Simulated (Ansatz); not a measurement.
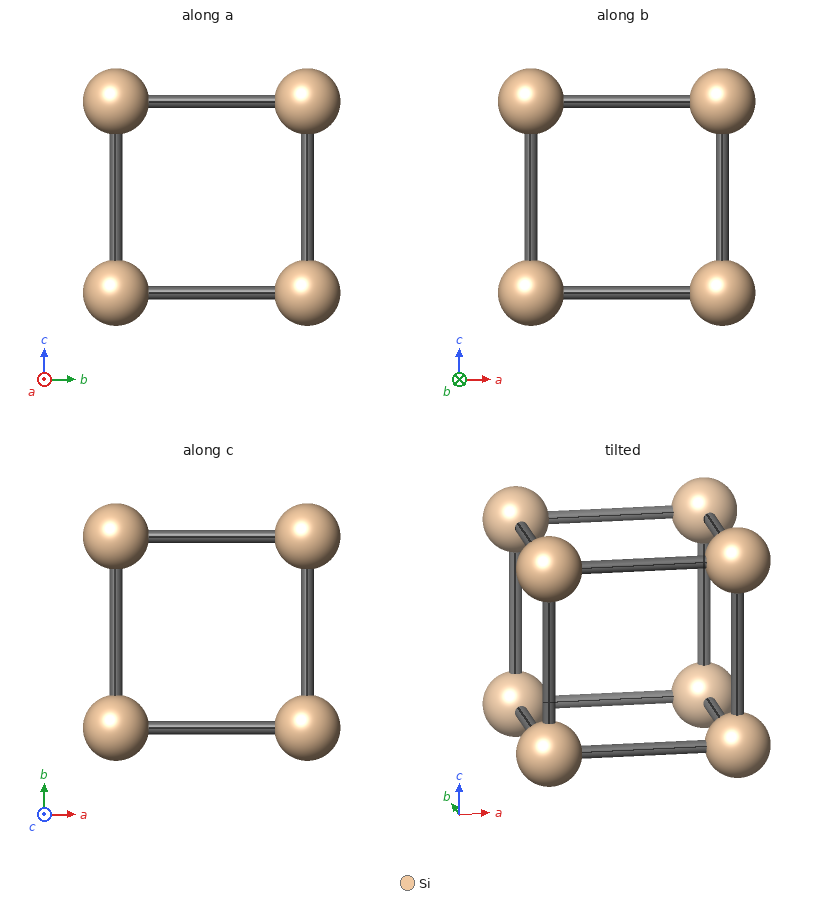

This ball-and-stick model is shown along the a axis, along the b axis, along the c axis and slightly off an axis. One conventional unit cell is outlined, and atoms on its boundary appear in each equivalent place.

Lattice parameters: a = 2.500 Å, b = 2.500 Å, c = 2.500 Å, α = 90.00°, β = 90.00°, γ = 90.00°.

**Turn the picture into a table of Wyckoff sites.**

Space group Pm-3m (No. 221).
| atom | site | x | y | z |
| --- | --- | --- | --- | --- |
| Si | 1a | 0.0000 | 0.0000 | 0.0000 |

The model was built from a structure type filled with this element by a generator (whether the element takes this form wasn't checked). It was relaxed with DFT, LDA (PW92), plane waves (420 eV) with PAW, scalar-relativistic (Ansatz).
